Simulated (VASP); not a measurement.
**ZrS$_{2}$: geometry relaxation (part 2 of 4)**

ZrS$_{2}$ (P-3m1, 3 atoms in the cell); Kohn-Sham DFT of a periodic cell, LDA, VASP PAW LDA potentials, recommended, no spin polarisation (VASP 6.6.1); cutoff 300 eV, 4×4×2 k-mesh, Gaussian smearing of 0.02 eV. The structure derives from a Materials Project entry.

Geometry of the input (Å; fractional positions):
```
3.6711  0.0000  0.0000
-1.8356  3.1793  0.0000
0.0000  0.0000  6.1079
Zr 0.0000  0.0000  0.0000
S  0.6667  0.3333  0.7640
S  0.3333  0.6667  0.2360
```

**OSZICAR, continued**
```
DAV:   3    -0.233160746800E+02    0.95351E-04   -0.22887E-04   352   0.105E-01    0.411E-02
DAV:   4    -0.233160613773E+02    0.13303E-04   -0.79051E-05   392   0.532E-02    0.211E-02
DAV:   5    -0.233160635787E+02   -0.22014E-05   -0.10884E-05   400   0.184E-02    0.109E-02
DAV:   6    -0.233160640026E+02   -0.42384E-06   -0.26318E-06   240   0.108E-02
  23 F= -.23316064E+02 E0= -.23316064E+02  d E =-.964854E-04
       N       E                     dE             d eps       ncg     rms          rms(c)
DAV:   1    -0.233183511840E+02   -0.22876E-02   -0.14032E-01   256   0.290E+00    0.361E-01
DAV:   2    -0.233164476500E+02    0.19035E-02   -0.10496E-02   280   0.833E-01    0.176E-01
DAV:   3    -0.233160677714E+02    0.37988E-03   -0.90151E-04   352   0.208E-01    0.826E-02
DAV:   4    -0.233160126422E+02    0.55129E-04   -0.32056E-04   392   0.107E-01    0.421E-02
DAV:   5    -0.233160214268E+02   -0.87847E-05   -0.42416E-05   400   0.362E-02    0.218E-02
DAV:   6    -0.233160231957E+02   -0.17689E-05   -0.11009E-05   328   0.215E-02    0.279E-03
DAV:   7    -0.233160232117E+02   -0.15939E-07   -0.16704E-06   216   0.850E-03
  24 F= -.23316023E+02 E0= -.23316023E+02  d E =-.556945E-04
       N       E                     dE             d eps       ncg     rms          rms(c)
DAV:   1    -0.233169353637E+02   -0.91217E-03   -0.51622E-02   256   0.176E+00    0.218E-01
DAV:   2    -0.233162306832E+02    0.70468E-03   -0.38398E-03   280   0.505E-01    0.106E-01
DAV:   3    -0.233160892639E+02    0.14142E-03   -0.34542E-04   360   0.129E-01    0.491E-02
DAV:   4    -0.233160703091E+02    0.18955E-04   -0.10885E-04   392   0.625E-02    0.256E-02
DAV:   5    -0.233160735703E+02   -0.32612E-05   -0.17730E-05   400   0.236E-02    0.132E-02
DAV:   6    -0.233160740726E+02   -0.50230E-06   -0.40006E-06   272   0.133E-02
  25 F= -.23316074E+02 E0= -.23316074E+02  d E =-.106555E-03
```

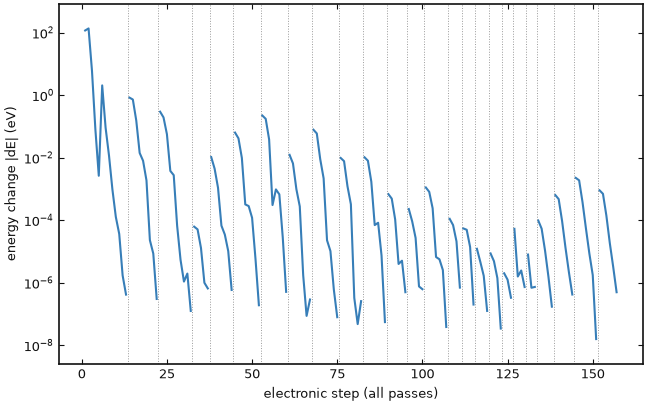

Fig. 1: Convergence of the self-consistent field: energy change |dE| against the electronic step. Each stretch between dotted lines is the SCF of one geometry step of a relaxation. The 25 ionic steps take 3 to 13 electronic steps each. The density is held fixed in the first few steps, and dE rises again when its update begins.

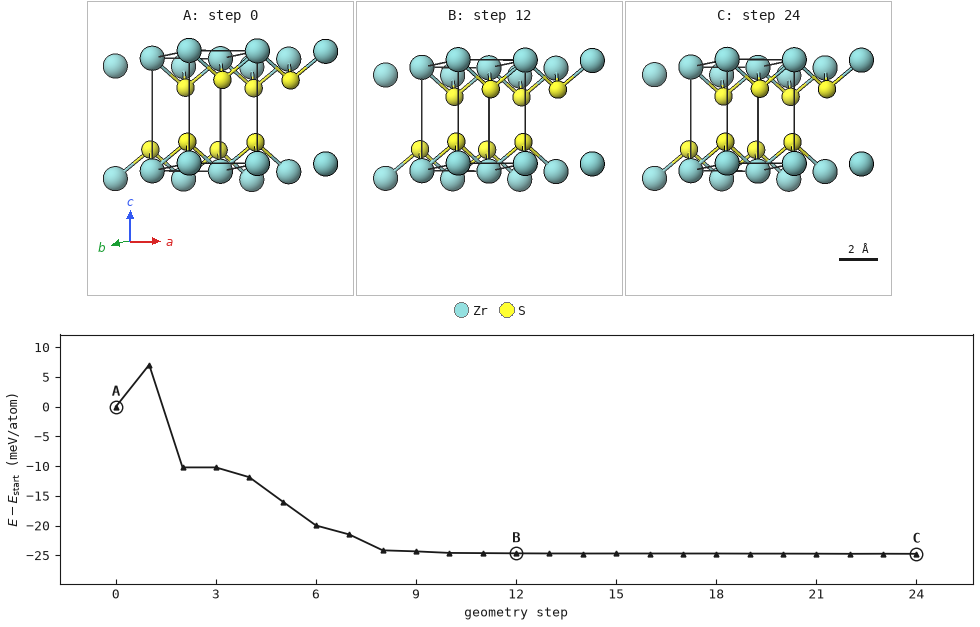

Fig. 2: Frames of the relaxation (ball-and-stick view of the cell of the calculation, repeated 2 × 2 × 1, seen at an oblique angle) above the curves, on which the letters mark them (steps are counted from 0).

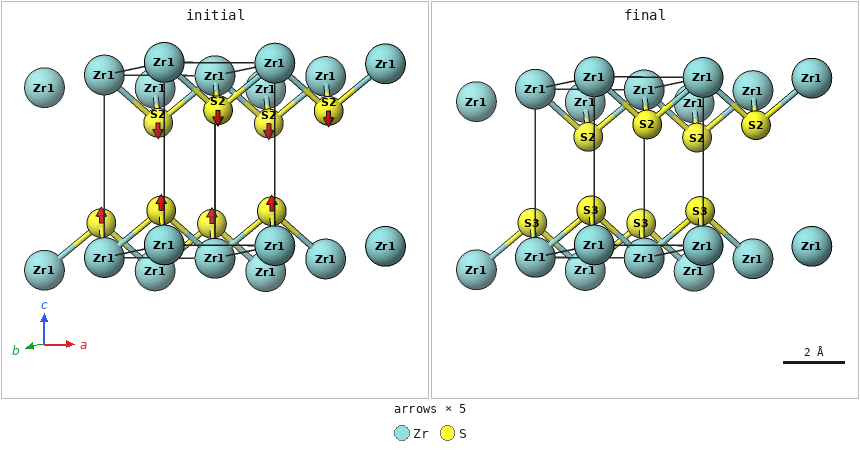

Fig. 3: Before (left) and after (right) the relaxation, at one scale (ball-and-stick view of the cell of the calculation, repeated 2 × 2 × 1, seen at an oblique angle). The red arrows give the displacements (without the part carried along by the change of the cell), magnified 5 times. The largest moves relative to the cell, 0.11 Å, are those of S2 and S3. Zr stays in place. The drawn cell changes as follows: a = b 3.671 → 3.611 Å (−1.6 %), c 6.108 → 5.627 Å (−7.9 %); the volume changes by −10.9 %. Among the contacts that change: Zr1–S2 2.563 → 2.535 Å. The space group stays P-3m1 (No. 164). After 24 geometry steps the energy has fallen by 24.7 meV per atom. Largest force component: 0.24 eV/Å at the start, 0.00027 eV/Å at the end. (Atoms are counted from 1 in the order of the input.)

**Parts of OUTCAR**
```
EDIFF = 1E-6
   EDIFFG = -0.005
   ENCUT = 300
   IBRION = 2
   ISIF = 3
   ISMEAR = 0
   LASPH = T
   LREAL = F
   NELM = 80
   NSW = 60
   PREC = Accurate

 ion  position               nearest neighbor table
   1  0.000  0.000  0.000-   2 2.56   3 2.56   3 2.56   2 2.56   2 2.56   3 2.56
   2  0.667  0.333  0.764-   1 2.56   1 2.56   1 2.56
   3  0.333  0.667  0.236-   1 2.56   1 2.56   1 2.56

  LATTYP: Found a hexagonal cell.
 ALAT       =     3.6711300500
 C/A-ratio  =     1.6637695578

  Lattice vectors:

 A1 = (   3.6711300500,   0.0000000000,   0.0000000000)
 A2 = (  -1.8355650200,   3.1792918800,   0.0000000000)
 A3 = (   0.0000000000,   0.0000000000,   6.1079144200)

Analysis of symmetry for initial positions (statically):
=====================================================================
 Subroutine PRICEL returns:
 Original cell was already a primitive cell.

 Routine SETGRP: Setting up the symmetry group for a
 hexagonal supercell.

 Subroutine GETGRP returns: Found 12 space group operations
 (whereof 12 operations were pure point group operations)
 out of a pool of 24 trial point group operations.

The static configuration has the point symmetry D_3d.

Analysis of symmetry for dynamics (positions and initial velocities):
=====================================================================
 Subroutine PRICEL returns:
 Original cell was already a primitive cell.

 Routine SETGRP: Setting up the symmetry group for a
 hexagonal supercell.

 Subroutine GETGRP returns: Found 12 space group operations
 (whereof 12 operations were pure point group operations)
 out of a pool of 24 trial point group operations.

The dynamic configuration has the point symmetry D_3d.

 Subroutine INISYM returns: Found 12 space group operations
 (whereof 12 operations are pure point group operations),
 and found     1 'primitive' translations

----------------------------------------------------------------------------------------

                                     Primitive cell

  volume of cell :      71.2891

  direct lattice vectors                    reciprocal lattice vectors
     3.671130050  0.000000000  0.000000000     0.272395689  0.157267724  0.000000000
    -1.835565020  3.179291880  0.000000000     0.000000000  0.314535449  0.000000000
     0.000000000  0.000000000  6.107914420     0.000000000  0.000000000  0.163722006

  length of vectors
     3.671130050  3.671130044  6.107914420     0.314535449  0.314535449  0.163722006

  position of ions in fractional coordinates (direct lattice)
     0.000000000  0.000000000  0.000000000
     0.666666670  0.333333330  0.763952050
     0.333333330  0.666666670  0.236047950

  ion indices of the primitive-cell ions
   primitive index   ion index
                 1           1
                 2           2
                 3           3

----------------------------------------------------------------------------------------

 KPOINTS: k-points

Automatic generation of k-mesh.
 Grid dimensions read from file:
 generate k-points for:    4    4    2

 Generating k-lattice:

  Cartesian coordinates                     Fractional coordinates (reciprocal lattice)
     0.068098922  0.039316931  0.000000000     0.250000000  0.000000000  0.000000000
     0.000000000  0.078633862  0.000000000     0.000000000  0.250000000  0.000000000
     0.000000000  0.000000000  0.081861003     0.000000000  0.000000000  0.500000000

  Length of vectors
     0.078633862  0.078633862  0.081861003

  Shift w.r.t. Gamma in fractional coordinates (k-lattice)
     0.000000000  0.000000000  0.000000000

 Subroutine IBZKPT returns following result:
 ===========================================

 Found      8 irreducible k-points:

 Following reciprocal coordinates:
            Coordinates               Weight
  0.000000  0.000000  0.000000      1.000000
  0.250000 -0.000000  0.000000      6.000000
  0.500000 -0.000000  0.000000      3.000000
  0.250000  0.250000  0.000000      6.000000
  0.000000  0.000000  0.500000      1.000000
  0.250000 -0.000000  0.500000      6.000000
  0.500000 -0.000000  0.500000      3.000000
  0.250000  0.250000  0.500000      6.000000
   k-points           NKPTS =      8   k-points in BZ     NKDIM =      8   number of bands    NBANDS=     16
   number of dos      NEDOS =    301   number of ions     NIONS =      3
   total plane-waves  NPLWV =  20736
   dimension x,y,z NGX =    24 NGY =   24 NGZ =   36
   dimension x,y,z NGXF=    48 NGYF=   48 NGZF=   72
   ions per type =               1   2
   NGX,Y,Z   is equivalent  to a cutoff of  10.87, 10.87,  9.80 a.u.
   NGXF,Y,Z  is equivalent  to a cutoff of  21.74, 21.74, 19.60 a.u.
 SYSTEM =  unknown system
   PREC   = accura    normal or accurate (medium, high low for compatibility)
   ISTART =      0    job   : 0-new  1-cont  2-samecut
   ICHARG =      2    charge: 1-file 2-atom 10-const
   ISPIN  =      1    spin polarized calculation?
   LNONCOLLINEAR =      F non collinear calculations
   LSORBIT =      F    spin-orbit coupling
   LASPH  =      T    aspherical Exc in radial PAW
   ENCUT  =  300.0 eV  22.05 Ry    4.70 a.u.   5.18  5.18  8.63*2*pi/ulx,y,z
   NELM   =     80;   NELMIN=  2; NELMDL= -5     # of ELM steps
   EDIFF  = 0.1E-05   stopping-criterion for ELM
   LREAL  =      F    real-space projection
   EDIFFG = -.5E-02   stopping-criterion for IOM
   NSW    =     60    number of steps for IOM
   IBRION =      2    ionic relax: 0-MD 1-quasi-New 2-CG
   NFREE  =      1    steps in history (QN), initial steepest desc. (CG)
   ISIF   =      3    stress and relaxation
   ISYM   =      2    0-nonsym 1-usesym 2-fastsym
   POTIM  = 0.5000    time-step for ionic-motion
   TEBEG  =    0.0;   TEEND  =   0.0 temperature during run
   PSTRESS=    0.0 pullay stress
   NELECT =      24.0000    total number of electrons
   NUPDOWN=      -1.0000    fix difference up-down
   EMIN   =  10.00;   EMAX   =-10.00  energy-range for DOS
   EFERMI =   0.00;   METHOD = LEGACY
   ISMEAR =     0;   SIGMA  =   0.02  broadening in eV -4-tet -1-fermi 0-gaus
   EFERMI_NEDOS =   21; number of points for ismear=-14 and -15
   IALGO  =     38    algorithm
   IMIX   =      4    mixing-type and parameters
     AMIX     =   0.40;   BMIX     =  1.00
     AMIX_MAG =   1.60;   BMIX_MAG =  1.00
  volume/ion in A,a.u.               =      23.76       160.36
  Fermi-wavevector in a.u.,A,eV,Ry     =   1.138861  2.152136 17.646828  1.297005
  Thomas-Fermi vector in A             =   2.275565
   LORBIT       =      0    0 simple, 1 ext, 2 COOP (PROOUT), +10 PAW based schemes
   GGA     = CA    functional components
   LHFCALC =     F    Hartree Fock is set to
   AEXX    =    0.0000 exact exchange contribution
   IVDW    =     0    specifies the selected vdW correction
   LEPSILON=     F    determine dielectric tensor
   LRPA    =     F    only Hartree local field effects (RPA)
 conjugate gradient relaxation of ions
 non-spin polarized calculation
 Gauss-broadening in eV      SIGMA  =   0.02
  energy-cutoff  :      300.00
  volume of cell :       71.29
 maximum number of plane-waves:       854
 NGX is ok and might be reduce to    24
   NGX = 11   NGY = 11   NGZ = 17

--------------------------------------- Ionic step        1  -------------------------------------------

 number of electron      24.0000003 magnetization

 Free energy of the ion-electron system (eV)
  ---------------------------------------------------
  ext. energy  EPLUGINS =         0.00000000
  ---------------------------------------------------
  free energy    TOTEN  =       -23.24183213 eV

  energy without entropy =      -23.24183213  energy(sigma->0) =      -23.24183213

------------------------ aborting loop because EDIFF is reached ----------------------------------------

  FORCE on cell =-STRESS in cart. coord.  units (eV):
  Direction    XX          YY          ZZ          XY          YZ          ZX
  --------------------------------------------------------------------------------------
  -------------------------------------------------------------------------------------
  Total       -1.6696732     -1.6696732     -1.5703629     -0.0000000     -0.0000000      0.0000000
  in kB      -37.5248475    -37.5248474    -35.2929120     -0.0000001     -0.0000000      0.0000000
  external PRESSURE =     -36.7808690 kB  Pullay stress =       0.0000000 kB

 VOLUME and BASIS-vectors are now :
 -----------------------------------------------------------------------------
  energy-cutoff  :      300.00
  volume of cell :       71.29
      direct lattice vectors                 reciprocal lattice vectors
     3.671130050  0.000000000  0.000000000     0.272395689  0.157267724  0.000000000
    -1.835565020  3.179291880  0.000000000     0.000000000  0.314535449  0.000000000
     0.000000000  0.000000000  6.107914420     0.000000000  0.000000000  0.163722006

 POSITION                                       TOTAL-FORCE (eV/Angst)
 -----------------------------------------------------------------------------------
      0.00000      0.00000      0.00000         0.000000      0.000000      0.000000
      1.83557      1.05976      4.66615        -0.000000      0.000000      0.242494
     -0.00000      2.11953      1.44176         0.000000      0.000000     -0.242494
 -----------------------------------------------------------------------------------
    total drift:                               -0.000000     -0.000000      0.000000

  FREE ENERGIE OF THE ION-ELECTRON SYSTEM (eV)
  ---------------------------------------------------
  free  energy   TOTEN  =       -23.2418321279 eV

  energy  without entropy=      -23.2418321279  energy(sigma->0) =      -23.24183213

--------------------------------------- Ionic step        2  -------------------------------------------

 number of electron      24.0000001 magnetization

------------------------ aborting loop because EDIFF is reached ----------------------------------------
```
